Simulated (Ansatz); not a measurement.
**Run report: Li₈Nb₇O₂₄ (charge −2), single-point calculation (part 1 of 2)**

System: Li₈Nb₇O₂₄ (defect cell, 39 atoms in the cell, total charge −2).
Method: DFT PBE, scalar-relativistic, plane waves, PAW, spin-polarised (Ansatz 0.2.0).

The structure derives from an entry of the Crystallography Open Database. Figures and captions count atoms from 1; the log counts them from 0 in places.

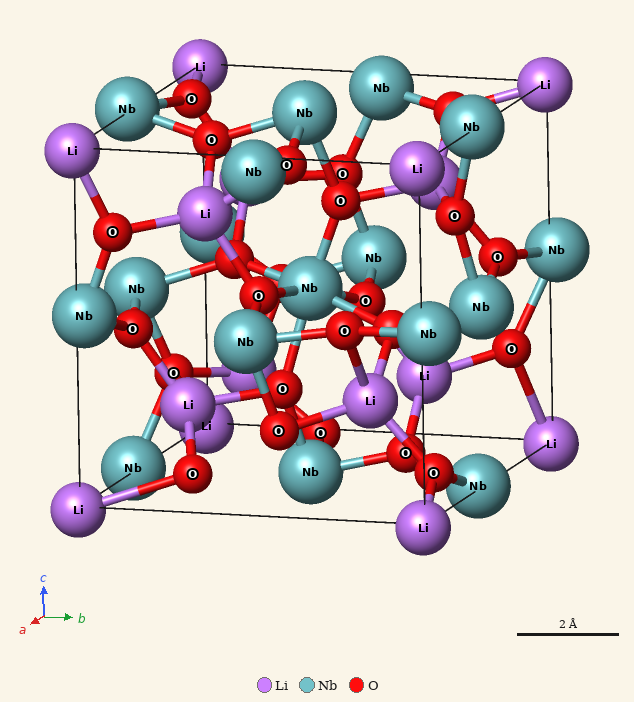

The input geometry (ball-and-stick view of the cell of the calculation, seen slightly off an axis). An atom can appear more than once, as a periodic image.

### Summary

- outcome: converged
- electrons treated: 261
- free energy: −47133.0815 eV
- Fermi energy: 7.848 eV
- gap on the k-point mesh: none (metallic)
- net moment of the cell: 3.00 μB
- integrated absolute moment: 3.24 μB
- largest force (length of the vector): 2.111 eV/Å
- hardware: 4 threads of Arm Neoverse V2, 24 GiB of memory available, shared host
- wall time: 4.3 min (CPU time 17 min)
- peak memory: 2.4 GiB

### Notes

The cell is charged and computed with a neutralising background, so its energy and pressure depend on the cell and aren't those of a real crystal.

### Input file
```yaml
crystal:
  lattice:
    - [-5.1378, -2.96631, 4.499567]
    - [5.1378, -2.96631, 4.499567]
    - [0.0, 5.93262, 4.499567]
  atoms:
    - { symbol: Li, position: [0.2085043527, 0.1993288001, 0.2018662957] }
    - { symbol: Li, position: [0.7688988918, 0.7611358078, 0.2788087775] }
    - { symbol: Li, position: [0.7711390945, 0.2909991182, 0.7770019654] }
    - { symbol: Li, position: [0.2983467308, 0.7826496254, 0.7784198149] }
    - { symbol: Li, position: [0.7023153483, 0.2061574846, 0.2240864021] }
    - { symbol: Li, position: [0.2398955307, 0.720169376, 0.2218008654] }
    - { symbol: Li, position: [0.2174139692, 0.2074694616, 0.7406198222] }
    - { symbol: Li, position: [0.9827306932, 0.9880756068, 0.9865144439] }
    - { symbol: Nb, position: [0.5019360605, 0.4843685843, 0.0049909243] }
    - { symbol: Nb, position: [0.4856645201, -0.0183951656, 0.4842399071] }
    - { symbol: Nb, position: [-0.0115594037, 0.485963816, 0.4813863438] }
    - { symbol: Nb, position: [0.5269500799, -0.0208906458, -0.0043006494] }
    - { symbol: Nb, position: [0.0199854799, 0.5275804449, -0.0368311305] }
    - { symbol: Nb, position: [-0.0322881271, 0.0096662527, 0.5246092066] }
    - { symbol: Nb, position: [0.4762679975, 0.4820417471, 0.5098321736] }
    - { symbol: O, position: [0.5562984644, 0.4281136335, 0.2449475128] }
    - { symbol: O, position: [0.0861010951, 0.9170023808, 0.2726765082], spin: 0.5 }
    - { symbol: O, position: [0.0609112865, 0.4268797034, 0.7288274354] }
    - { symbol: O, position: [0.5299690437, 0.9263727438, 0.7457530728] }
    - { symbol: O, position: [0.7324474359, 0.0630879099, 0.4364168265] }
    - { symbol: O, position: [0.2425596835, 0.5554537192, 0.423149161] }
    - { symbol: O, position: [0.2417699975, 0.0599814167, 0.9617161203], spin: 0.5 }
    - { symbol: O, position: [0.7547390746, 0.5264174501, 0.9202358681] }
    - { symbol: O, position: [0.902738235, 0.292032941, 0.0827321757], spin: 0.5 }
    - { symbol: O, position: [0.4361268379, 0.7364053161, 0.0542811637] }
    - { symbol: O, position: [0.4205565994, 0.2427277146, 0.5654635584] }
    - { symbol: O, position: [0.925380358, 0.7498636078, 0.5102510553] }
    - { symbol: O, position: [0.2435795922, 0.4186402322, 0.050060078] }
    - { symbol: O, position: [0.7501500094, 0.935367519, 0.0827932248], spin: 0.5 }
    - { symbol: O, position: [0.7450097432, 0.4342858105, 0.5492104528] }
    - { symbol: O, position: [0.2309843316, 0.9370773759, 0.5625529322] }
    - { symbol: O, position: [0.4327306036, 0.0663109268, 0.2428840231] }
    - { symbol: O, position: [0.9358980927, 0.5581583995, 0.2243970595] }
    - { symbol: O, position: [0.9312424809, 0.0825216024, 0.7519615868], spin: 0.5 }
    - { symbol: O, position: [0.4309770906, 0.5584960558, 0.7473896174] }
    - { symbol: O, position: [0.0524625757, 0.2404229552, 0.4122277802] }
    - { symbol: O, position: [0.5477042551, 0.7445164102, 0.4250703229] }
    - { symbol: O, position: [0.5575169429, 0.2358535574, 0.9299157667] }
    - { symbol: O, position: [0.0836019056, 0.7578492949, 0.925445821], spin: 0.5 }
magnetization:
  spin_polarized: true
total_charge: -2
basis:
  ecutwfc: 420
  fft_grid_basis: typed
kpoints:
  mp_grid: { grid: [3, 3, 3] }
hamiltonian:
  xc: pbe
  pseudopotentials: { kind: paw }
scf:
  occupations: { method: gaussian, width: 0.05 }
output:
  forces: true
  stress: false
  eigenvalues: true
  bader: true
  write_density: true
  volumetric_format: npy
  populations: true
```

Command:
```bash
ansatz run input.yaml --threads 4 --pin off --max-ram 10240MiB --backend cpu --events-out ev --progress --plain --runs-dir out
```

### The program's output
```
Engine: ansatz 0.2.0, aarch64-unknown-linux-gnu
Pseudopotentials: kind: paw
Pseudopotential: Li, paw, valence charge 3, recommended cutoff 420 eV (normal), Li.paw.azcp
Pseudopotential: Nb, paw, valence charge 13, recommended cutoff 420 eV (normal), Nb.paw.azcp
Pseudopotential: O, paw, valence charge 6, recommended cutoff 420 eV (normal), O.paw.azcp
Functional definition: PBE
  parameter kappa = 0.804
  parameter beta = 0.06672455060314922
  exchange = pbe_x(kappa = kappa, mu = beta*pi^2/3)
  correlation = pbe_c(beta = beta)
Crystal: 39 atoms, lattice volume = 411.449 Å³
Basis set: ecut = 420 eV, 8037 PW (Γ), exchange–correlation on 100×100×100 points (8 copies of the dense FFT grid, shifted against one another)
Bands: 171, of which v1, the nominal top of the filled ones, is band 131 counted from 1 (130 counted from 0)
Symmetry: 1 space group operations
Space group: P1 (ITA 1), of the structure as read, at distance tolerance 7.4e-5 Å
Magnetic group: BNS 1.1 (UNI 1), of the structure as read, at distance tolerance 7.4e-5 Å
k-points: 14 of 27 (time reversal used)
Non-local potential: Li, projectors of the file, l = 0: 3, l = 1: 2, l = 2: 1
Non-local potential: Nb, projectors of the file, l = 0: 3, l = 1: 2, l = 2: 2, l = 3: 1
Non-local potential: O, projectors of the file, l = 0: 2, l = 1: 2, l = 2: 1
PAW form: soft (Blöchl's): semilocal exchange-correlation on the pseudo side does not see the compensation charge
PAW one-centre angular grid: Li, 110 points (default); XC on 64 Gauss nodes
PAW one-centre angular grid: Nb, 590 points (default); XC on 64 Gauss nodes
PAW one-centre angular grid: O, 110 points (default); XC on 64 Gauss nodes
Initial density: superposition of atomic densities (chi_scale 0.1, normalization cell, long waves kept (reshape's long-wave potential 0.19 eV rms))
Starting moments: Σ|m| = 3 μB on 6 of 39 sites
Initial wavefunctions: pseudopotential atomic-orbital guess
Functional: x = pbe(κ = 0.804, μ = 0.2195149727645171), c = pbe(β = 0.06672455060314922)
SCF iter   1: F=—  HF=-47129.622861 eV  |F-HF|=—  |Δ(HF+E_count)|=         —  Δρ=4.95e-2 (↑4.38e-2 ↓4.95e-2)  dr2=3.26e1  dr2_m=1.18e0  M=3.000 μB ∫|m|=3.169 μB  β_m=0.30  ethr=3.10e-3  ⟨swp⟩=5.8  Hψ=16794  notcnv=0  defer=297
Mixer restart at iter 1: flushing history
preconditioner: auto → Kerker (q_TF=auto, 2.529 Å⁻¹)  [metal: Δε(μ)=0.017 eV  Ē_g=12.624 eV  σ=0.050 eV  W_gap=0.19  n_scr=98 (ndim 8)  ℏωp=25.2 eV  f_vac=0.005  D(μ)=8.57/eV (n_scr^D=56)]
spin=Collinear: Kerker preconditioning applied to the charge; magnetization (m = ρ↑ − ρ↓) channel mixes plain (no charge-response kernel on spin).
SCF iter   2: F=—  HF=-47127.792474 eV  |F-HF|=—  |Δ(HF+E_count)|=    1.83e0  Δρ=3.20e-2 (↑2.53e-2 ↓3.20e-2)  dr2=1.03e1  dr2_m=7.65e-1  M=3.000 μB ∫|m|=3.171 μB  β_m=0.46  ethr=3.10e-3  ⟨swp⟩=2.0  Hψ=7162  notcnv=0  defer=907
SCF iter   3: F=—  HF=-47132.075882 eV  |F-HF|=—  |Δ(HF+E_count)|=    4.28e0  Δρ=1.65e-2 (↑1.25e-2 ↓1.65e-2)  dr2=3.28e0  dr2_m=1.85e-1  M=3.000 μB ∫|m|=3.188 μB  β_m=0.73  ethr=3.10e-3  ⟨swp⟩=2.5  Hψ=7679  notcnv=0  defer=912
SCF iter   4: F=—  HF=-47133.071878 eV  |F-HF|=—  |Δ(HF+E_count)|=   9.96e-1  Δρ=5.08e-3 (↑4.59e-3 ↓5.08e-3)  dr2=1.01e0  dr2_m=1.40e-2  M=3.000 μB ∫|m|=3.232 μB  β_m=0.86  ethr=1.26e-3  ⟨swp⟩=2.0  Hψ=7563  notcnv=0  defer=916
SCF iter   5: F=—  HF=-47133.110761 eV  |F-HF|=—  |Δ(HF+E_count)|=   3.89e-2  Δρ=8.08e-3 (↑3.82e-3 ↓8.08e-3)  dr2=4.62e-1  dr2_m=5.67e-2  M=3.000 μB ∫|m|=3.256 μB  β_m=0.86  ethr=3.86e-4  ⟨swp⟩=2.1  Hψ=7385  notcnv=0  defer=919
SCF iter   6: F=—  HF=-47133.111089 eV  |F-HF|=—  |Δ(HF+E_count)|=   3.28e-4  Δρ=4.30e-3 (↑3.04e-3 ↓4.30e-3)  dr2=2.28e-1  dr2_m=1.80e-2  M=3.000 μB ∫|m|=3.252 μB  β_m=0.92  ethr=1.77e-4  ⟨swp⟩=2.0  Hψ=7484  notcnv=0  defer=919
SCF iter   7: F=—  HF=-47133.076020 eV  |F-HF|=—  |Δ(HF+E_count)|=         —  Δρ=2.40e-3 (↑1.72e-3 ↓2.40e-3)  dr2=7.64e-2  dr2_m=3.64e-3  M=3.000 μB ∫|m|=3.245 μB  β_m=0.92  ethr=8.72e-5  ⟨swp⟩=2.0  Hψ=7997  notcnv=0  defer=920
Mixer restart at iter 7: flushing history
SCF iter   8: F=—  HF=-47133.080724 eV  |F-HF|=—  |Δ(HF+E_count)|=   4.70e-3  Δρ=1.54e-3 (↑9.60e-4 ↓1.54e-3)  dr2=2.79e-2  dr2_m=2.31e-3  M=3.000 μB ∫|m|=3.243 μB  β_m=0.96  ethr=2.93e-5  ⟨swp⟩=2.0  Hψ=7394  notcnv=0  defer=919
SCF iter   9: F=—  HF=-47133.082366 eV  |F-HF|=—  |Δ(HF+E_count)|=   1.64e-3  Δρ=1.15e-3 (↑6.60e-4 ↓1.15e-3)  dr2=1.66e-2  dr2_m=1.23e-3  M=3.000 μB ∫|m|=3.241 μB  β_m=0.98  ethr=1.07e-5  ⟨swp⟩=2.0  Hψ=7055  notcnv=0  defer=920
SCF iter  10: F=—  HF=-47133.082539 eV  |F-HF|=—  |Δ(HF+E_count)|=   1.73e-4  Δρ=7.19e-4 (↑6.72e-4 ↓7.19e-4)  dr2=9.67e-3  dr2_m=1.22e-4  M=3.000 μB ∫|m|=3.239 μB  β_m=0.93  ethr=6.37e-6  ⟨swp⟩=2.0  Hψ=7193  notcnv=0  defer=920
SCF iter  11: F=—  HF=-47133.080954 eV  |F-HF|=—  |Δ(HF+E_count)|=   1.58e-3  Δρ=4.56e-4 (↑3.36e-4 ↓4.56e-4)  dr2=2.40e-3  dr2_m=1.58e-4  M=3.000 μB ∫|m|=3.238 μB  β_m=0.86  ethr=3.70e-6  ⟨swp⟩=2.0  Hψ=7098  notcnv=0  defer=920
SCF iter  12: F=—  HF=-47133.081328 eV  |F-HF|=—  |Δ(HF+E_count)|=   3.74e-4  Δρ=4.77e-4 (↑1.60e-4 ↓4.77e-4)  dr2=1.05e-3  dr2_m=3.18e-4  M=3.000 μB ∫|m|=3.238 μB  β_m=0.93  ethr=9.21e-7  ⟨swp⟩=2.0  Hψ=7037  notcnv=0  defer=920
SCF iter  13: F=—  HF=-47133.081549 eV  |F-HF|=—  |Δ(HF+E_count)|=   2.21e-4  Δρ=1.95e-4 (↑1.32e-4 ↓1.95e-4)  dr2=2.66e-4  dr2_m=4.96e-5  M=3.000 μB ∫|m|=3.237 μB  β_m=0.93  ethr=4.04e-7  ⟨swp⟩=2.0  Hψ=7146  notcnv=0  defer=920
SCF iter  14: F=—  HF=-47133.081519 eV  |F-HF|=—  |Δ(HF+E_count)|=   2.97e-5  Δρ=9.78e-5 (↑6.49e-5 ↓9.78e-5)  dr2=8.68e-5  dr2_m=5.84e-6  M=3.000 μB ∫|m|=3.237 μB  β_m=0.90  ethr=1.02e-7  ⟨swp⟩=2.0  Hψ=7448  notcnv=0  defer=920
SCF iter  15: F=—  HF=-47133.081497 eV  |F-HF|=—  |Δ(HF+E_count)|=   2.20e-5  Δρ=5.23e-5 (↑2.31e-5 ↓5.23e-5)  dr2=1.81e-5  dr2_m=2.67e-6  M=3.000 μB ∫|m|=3.237 μB  β_m=0.95  ethr=3.33e-8  ⟨swp⟩=2.0  Hψ=7278  notcnv=0  defer=920
SCF iter  16: F=—  HF=-47133.081498 eV  |F-HF|=—  |Δ(HF+E_count)|=   1.13e-6  Δρ=3.83e-5 (↑1.82e-5 ↓3.83e-5)  dr2=8.40e-6  dr2_m=1.22e-6  M=3.000 μB ∫|m|=3.237 μB  β_m=0.98  ethr=6.94e-9  ⟨swp⟩=2.0  Hψ=7207  notcnv=0  defer=920
SCF iter  17: F=—  HF=-47133.081499 eV  |F-HF|=—  |Δ(HF+E_count)|=   1.35e-6  Δρ=2.22e-5 (↑1.17e-5 ↓2.22e-5)  dr2=3.32e-6  dr2_m=4.57e-7  M=3.000 μB ∫|m|=3.237 μB  β_m=0.99  ethr=3.22e-9  ⟨swp⟩=2.0  Hψ=7240  notcnv=0  defer=920
SCF iter  18: F=—  HF=-47133.081500 eV  |F-HF|=—  |Δ(HF+E_count)|=   4.92e-8  Δρ=1.34e-5 (↑9.63e-6 ↓1.34e-5)  dr2=1.59e-6  dr2_m=1.25e-7  M=3.000 μB ∫|m|=3.237 μB  β_m=0.99  ethr=1.27e-9  ⟨swp⟩=2.0  Hψ=7473  notcnv=0  defer=920
SCF iter  19: F=—  HF=-47133.081499 eV  |F-HF|=—  |Δ(HF+E_count)|=   2.04e-7  Δρ=6.43e-6 (↑5.14e-6 ↓6.43e-6)  dr2=5.12e-7  dr2_m=2.03e-8  M=3.000 μB ∫|m|=3.237 μB  β_m=0.98  ethr=6.10e-10  ⟨swp⟩=2.0  Hψ=7425  notcnv=0  defer=920
SCF iter  20: F=—  HF=-47133.081499 eV  |F-HF|=—  |Δ(HF+E_count)|=   2.61e-8  Δρ=3.93e-6 (↑2.06e-6 ↓3.93e-6)  dr2=1.03e-7  dr2_m=1.61e-8  M=3.000 μB ∫|m|=3.237 μB  β_m=0.99  ethr=1.96e-10  ⟨swp⟩=2.0  Hψ=7130  notcnv=0  defer=920
SCF iter  21: F=—  HF=-47133.081499 eV  |F-HF|=—  |Δ(HF+E_count)|=   2.01e-8  Δρ=2.55e-6 (↑1.49e-6 ↓2.55e-6)  dr2=5.55e-8  dr2_m=7.60e-9  M=3.000 μB ∫|m|=3.237 μB  β_m=0.99  ethr=3.93e-11  ⟨swp⟩=2.0  Hψ=7195  notcnv=0  defer=920
SCF iter  22: F=-47133.081499 eV  HF=-47133.081499 eV  |F-HF|=3.60e-8  |Δ(HF+E_count)|=   1.09e-9  Δρ=2.61e-6 (↑1.29e-6 ↓2.61e-6)  dr2=4.86e-8  dr2_m=4.50e-9  M=3.000 μB ∫|m|=3.237 μB  ethr=2.13e-11  ⟨swp⟩=9.8  Hψ=21312  notcnv=0
SCF 1 converged in 22 iterations: F = -47133.081499 eV  dr2 = 4.86e-8
  greatest PAW one-centre occupation: 1.000 electrons in one spin orbital (limit 2), on the Li atom at site 5 (counted from 0), in its partial waves of l = 0
```

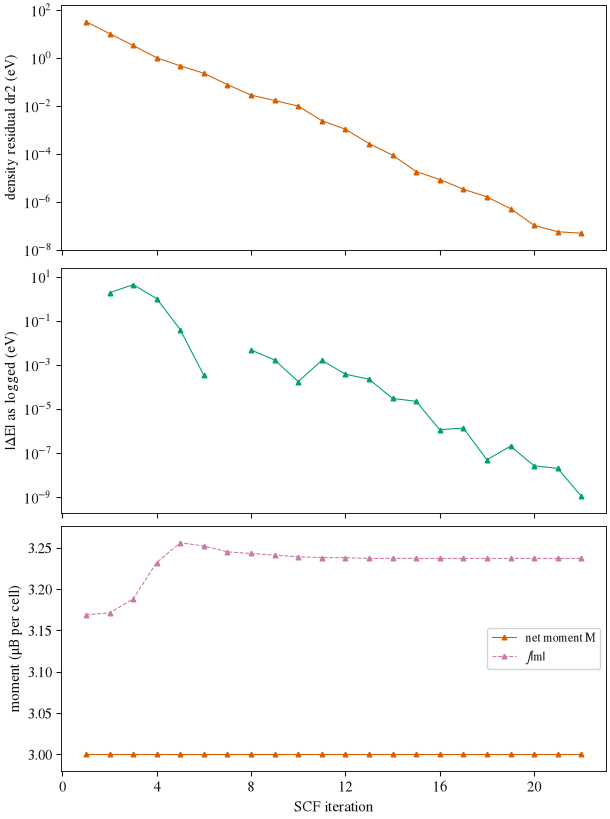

Convergence of the self-consistent field: density residual dr2, size of the energy change and magnetic moment against the SCF iteration. The residual falls at every step. The net moment stays at 3.0 μB per cell.

```
SCF converged after 22 iterations
Magnetization: 3.0000 μB (132.0000 up, 129.0000 down)
Absolute magnetization: 3.2385 μB (∫|ρ↑−ρ↓|, with the PAW one-centre terms)
Spin contamination: 0.0192 ħ² per cell (⟨S²⟩ above its minimum at these occupations)
Per-site moments (μB) at R_I (Å): [(-0.0003013186524495641, 0.7959850533545798), (0.00017137989557964892, 0.7885133685302631), (-0.00023836532912680186, 0.7929475865435391), (-0.00015498832337817724, 0.7860240452453798), (-0.0010000809604749639, 0.7755552531852601), (-0.0006153793208477386, 0.7666437882879888), (0.0023029422846067888, 0.8026176082090899), (-0.00031825086517689325, 0.7811923253936679), (-0.0017468995089156712, 0.7731494111595268), (-0.0015273245708413282, 0.7718163533467837), (-0.0009701047605960685, 0.7879876757353269), (-0.005067999536379978, 0.7515794381156797), (-0.010619529932204733, 0.7450037698079758), (-0.00766613575257951, 0.745189257789239), (-0.00036033333591813316, 0.7720018571229211), (0.0020139270352987028, 0.7731494111595268), (0.6808925182240134, 0.7666437882879888), (0.005266847245230328, 0.7990256800657968), (0.013318092013896209, 0.7916680849588998), (0.0020091759138745847, 0.7755552531852601), (0.0023844944789608155, 0.7801767627472281), (0.5000431819649912, 0.8026176082090899), (0.13531805688452153, 0.8212278657108233), (0.7581364827023839, 0.784893705418036), (0.011801002583814151, 0.7754274884183298), (0.001508967012579061, 0.7720018571229211), (0.1365357980541269, 0.818186192374502), (0.012095488514075298, 0.8011556037070671), (0.017459025500307562, 0.7515794381156797), (0.00683952621111778, 0.7879876757353269), (0.04731136105324536, 0.823140808416956), (0.012985419882348513, 0.7954344054939694), (0.19994891217051916, 0.8067934397936137), (0.021838165118038502, 0.745189257789239), (0.0050499865398379905, 0.7812996415534477), (0.02256905019022499, 0.7972016263585853), (0.0007799828708709546, 0.7718163533467837), (0.020304121346333585, 0.8083080289105912), (0.0339017939186921, 0.7450037698079758)]
Free energy (F): -47133.081499 eV
Harris-Foulkes:  -47133.081499 eV  (|F-HF|=3.60e-8)
Internal energy: -47133.066172 eV  (E = F + TS)
E sigma→0 (E₀):  -47133.073836 eV
Entropy (-TS):   -0.015327 eV (-0.393 meV/atom)
Fermi energy:    7.848038 eV
--- Per-component energies (eV) ---
  E_band       = -2013.859291
  E_kinetic    = 7193.707482
  E_local      = -16719.004360  (includes V_loc(G=0)·N_el)
  E_nonlocal   = 1696.382445
  E_hartree    = 5707.510584
  E_xc         = -3114.502047
  E_vxc        = -3897.564880  (∫ρ·V_xc dr)
  E_paw        = -25468.430189  (= ΣΔE_a)
  E_vpaw       = -1702.459916  (= ΣTr[D̂ρ^β])
  E_aug_tail   = 0.058866  (compensation charges beyond the density's cutoff)
  E_ewald      = -16428.788955
  E_smearing   = -0.015327  (= −TS)
  E_closure    = 0.000000  (closes the sum)
  E_deformation_potential = -33.912811  (in the stress; not in F)
  Σ components = -47133.081499   (vs F -47133.081499, Δ=0.00e0)
--- Forces (eV/Å), atoms counted from 1 ---
  atom   1  Li    -0.07935737    -0.11831367    -0.54026268
  atom   2  Li    -0.19883568    -0.20142638     0.22842913
  atom   3  Li    -0.06102223     0.20739165     0.24081250
  atom   4  Li     0.42443876    -0.07505307     0.21933714
  atom   5  Li    -0.18204976    -0.25529448     0.01312690
  atom   6  Li     0.45828761    -0.03218152     0.04471142
  atom   7  Li    -0.22289751     0.41186468    -0.06245047
  atom   8  Li    -0.27479074     0.03582528     0.41731968
  atom   9  Nb    -0.57041527    -0.52355031     0.11467296
  atom  10  Nb     0.85118712     1.05558958    -0.72497067
  atom  11  Nb     0.72935117    -0.85530455    -0.25426842
  atom  12  Nb     1.29500304    -0.08925478    -0.92871364
  atom  13  Nb     0.41794238     1.11546314    -0.31558684
  atom  14  Nb    -1.79810457    -0.91722957    -0.61859810
  atom  15  Nb     0.00959362    -0.11626583     0.16042528
  atom  16  O     -0.00357200     0.36002095     0.18085585
  atom  17  O      0.56411164    -0.34794311    -0.63292255
  atom  18  O     -0.17151305    -0.28746988    -0.16718331
  atom  19  O     -0.34427296    -0.11947906     0.32312828
  atom  20  O      0.37379918     0.05381801    -0.12587800
  atom  21  O     -0.30943309    -0.08494391     0.18191368
  atom  22  O     -0.34408792    -0.06206098     0.30007501
  atom  23  O      0.87229691    -0.11382658    -0.06802957
  atom  24  O     -0.92458035     0.07241716    -0.30262078
  atom  25  O     -0.31462888     0.17378313    -0.07111052
  atom  26  O      0.19153257    -0.16784431     0.21061057
  atom  27  O     -0.08860861     0.45441737     0.19637567
  atom  28  O     -0.05176178    -0.27371481     0.49719019
  atom  29  O      0.07916161     0.15587325    -0.11788413
  atom  30  O      0.18491218     0.30205775    -0.29121412
  atom  31  O     -0.44147424    -0.02982069     1.07703454
  atom  32  O     -0.22659954     0.17121504     0.52463522
  atom  33  O      0.06351262     0.24560603     0.54879825
  atom  34  O      0.29394764     0.09655489     0.05817615
  atom  35  O      0.04388363    -0.22671232    -0.27808200
  atom  36  O      0.22035619     0.06205936     0.44919652
  atom  37  O     -0.35326262     0.04991865    -0.22006803
  atom  38  O      0.11574518    -0.27218585     0.30571433
  atom  39  O     -0.22785890     0.14597734    -0.57266949
  max |Σ_I F_I| component: 6.40e-5 eV/Å
--- Band table (eV; the first three rows and the last of 28) ---
```
